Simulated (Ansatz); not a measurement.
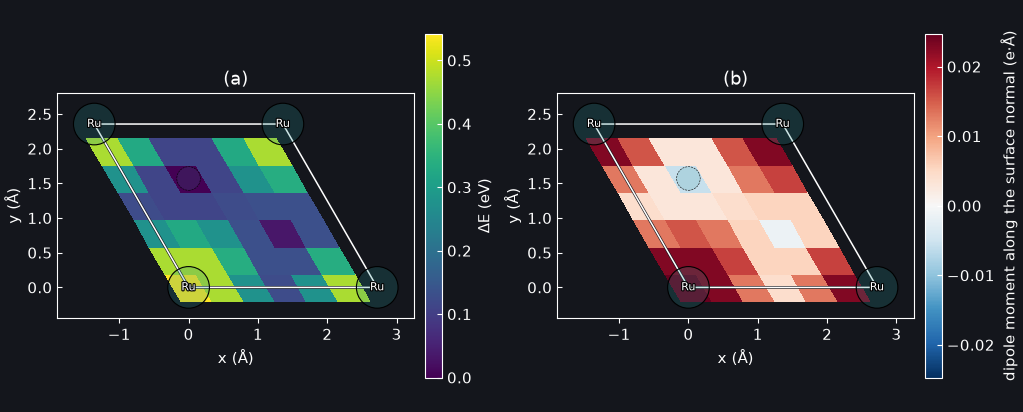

Si on a Ru(001) slab cut from the P6_3/mmc phase, its upper half relaxed before the scan (4 atoms of substrate and one adsorbate in a 1 × 1 cell). Si is moved over the surface cell; relaxed at each place: the height of the adsorbate's atoms; substrate rigid; the origin of the map has the adsorbate above Ru4. Places are given modulo a cell vector. The map is drawn in real space over the plane of the surface. The scan uses a 6 × 6 grid; 10 points were computed and 26 follow by symmetry. Energies: eV, counted from the lowest grid point. With one adsorbate in each 1 × 1 cell, its nearest image is 2.7 Å away, so neighbouring adsorbates interact. All numbers below come from DFT PBE, scalar-relativistic, plane waves, PAW (Ansatz 0.2.0). Settings: cutoff 420 eV, k-mesh 12×12×1, gaussian smearing 0.1 eV, no spin polarisation.

Panel (a) is the energy and panel (b) the computed dipole moment along the surface normal on the same grid.

Drawn: one coloured cell a grid point, labelled circles for the atoms of the top layer and small ones for the second layer, the outline of one cell of the plane.

> How does the dipole moment along the surface normal vary over the map, and what is it at the lowest grid point?

It runs from −0.01 e·Å at a threefold hollow over a second-layer Ru atom, (2/6, 4/6) of the cell vectors to 0.02 e·Å at the top site over a surface Ru atom, (0/6, 0/6) of the cell vectors. At the lowest grid point, a threefold hollow over a second-layer Ru atom, (2/6, 4/6) of the cell vectors, it is −0.01 e·Å.

PAW datasets: the set soft_1.
